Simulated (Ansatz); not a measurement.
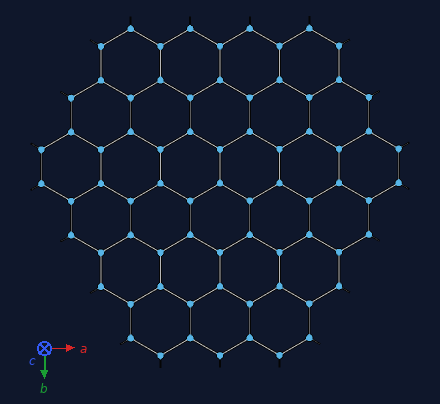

The picture shows a finite piece of the underlying net of a crystal structure, nodes on the atoms' positions. Nodes are coloured by topological kind. One layer is drawn. Edges to nodes outside the piece are drawn as stubs.

Q: Classify the net: periodicity, connectivity, name.

A: A uninodal 3-connected, two-periodic (layers) net. It is the hcb net, known from graphene.

Q: Give point symbol and coordination sequence.

A: 6³, sequence 3, 6, 9, 12, 15.

The net was derived as follows. The compound is BN, taken as the end point of a relaxation with Ansatz, DFT PBEsol, scalar-relativistic, plane waves, PAW. Bonds are taken as B–N below 1.6 Å. Simplification: prune 0- and 1-connected atoms, fold 2-connected ones into links. B and N are 3-connected nodes.
